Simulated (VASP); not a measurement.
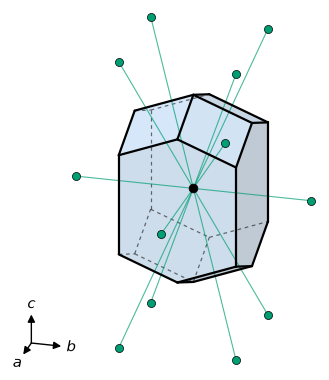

The Wigner–Seitz cell of the crystal's lattice, with lines to the lattice points that define its faces. Crystal: TiO₂, the geometry relaxed with VASP 6.6.1, VASP Kohn-Sham DFT of a periodic cell, PBE, VASP PAW PBE potentials, hard. The drawing is computed from the coordinates (standard cell, symmetry found to 0.002 Å).

a = 3.804 Å, b = 3.804 Å, c = 9.703 Å, α = 90.00°, β = 90.00°, γ = 90.00°; lattice centring I.

Q: Describe the polyhedron.

A: An elongated dodecahedron: 12 faces (8 with 4 edges, 4 with 6 edges), 28 edges, 18 vertices. Its volume is that of the primitive cell, 70.2 Å³.

Q: Which lattice vectors do the faces bisect?

A:
| example | length (Å) | faces | edges of each | area (Å²) |
| --- | --- | --- | --- | --- |
| a | 3.80 | 4 | 6 | 15.6 |
| 1/2 a + 1/2 b + 1/2 c | 5.55 | 8 | 4 | 4.1 |
